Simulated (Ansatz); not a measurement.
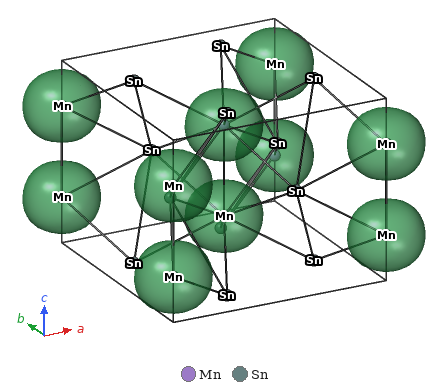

Figure 1: MnSn₂. Isosurface of the spin density (up minus down) at +0.08 e/Å³ (green), seen at an oblique angle. Sticks mark near contacts.

Space group I4/mcm; the SCF solution may not be the lowest one; the program warned that another magnetic order may lie lower; spin-polarised.

Computed with DFT r2SCAN, scalar-relativistic, plane waves, PAW (Ansatz).

```
CELL_PARAMETERS angstrom
6.65900 0.00000 0.00000
0.00000 6.65900 0.00000
0.00000 0.00000 5.44700
ATOMIC_POSITIONS crystal
Mn 0.00000 0.00000 0.25000
Mn 0.50000 0.50000 0.75000
Mn 0.00000 0.00000 0.75000
Mn 0.50000 0.50000 0.25000
Sn 0.16230 0.66230 0.00000
Sn 0.66230 0.16230 0.50000
Sn 0.33770 0.16230 0.00000
Sn 0.83770 0.66230 0.50000
Sn 0.83770 0.33770 0.00000
Sn 0.33770 0.83770 0.50000
Sn 0.16230 0.33770 0.50000
Sn 0.66230 0.83770 0.00000
```

**Describe the spin distribution.**

The spin density sits on Mn: +3.2 μB (×4) in one cell of 12 atoms, with smaller moments on other sites: Sn (up to −0.12 μB): parallel main moments (a ferromagnetic arrangement) in this solution. The cell of the calculation (6 atoms) carries 5.6 μB of net spin moment.
